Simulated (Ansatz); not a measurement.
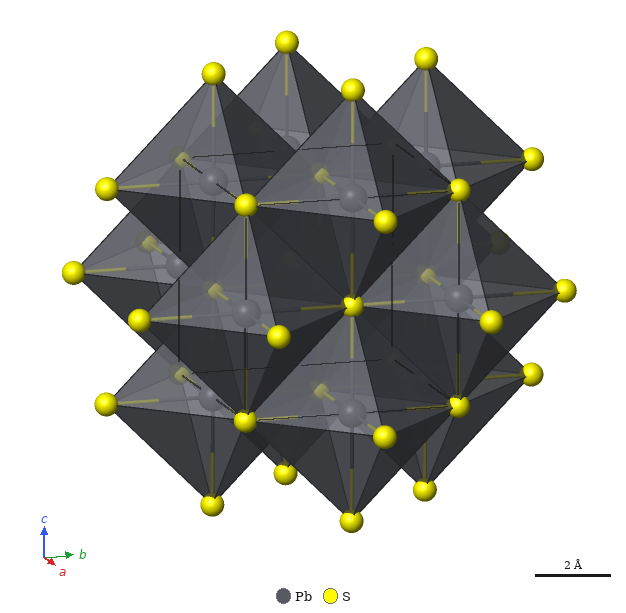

Polyhedral representation of a periodic structure, projected slightly off an axis. Lines trace the edges of the drawn cell (a repeat of the simulation cell). A few atoms beyond the faces are included.

PbS, a = 5.912 Å, b = 5.941 Å, c = 5.912 Å, α = 90.00°, β = 89.43°, γ = 90.00°. Strictly the space group is Imm2 (No. 44, within 0.01 Å). It is a distorted form of a face-centred cubic structure, space group Fm-3m (No. 225) within 0.25 Å: rock salt (NaCl type). It goes back to a structure listed in the Materials Project. The cell was then strained or its atoms displaced on purpose. It went into a calculation with Ansatz.

This one geometry was computed with Ansatz (DFT, plane waves, PAW) at three levels of theory: PBE, HSE06 and r2SCAN.

> How does the band gap change with the level of theory?

PBE: a gap of 0.29 eV, indirect; r2SCAN: a gap of 0.54 eV, indirect; HSE06: a gap of 0.71 eV, indirect.

> Collect the results in a table.

| level | cutoff (eV) | k-mesh of the run's cell | gap (eV) | pressure (GPa) |
| --- | --- | --- | --- | --- |
| PBE | 420 | 8×8×8 | 0.29 | 2.5 |
| HSE06 | 420 | 6×6×6 | 0.71 | 1.4 |
| r2SCAN | 500 | 8×8×8 | 0.54 | 1.6 |

Gaps are taken on the k-mesh or band path of each run.
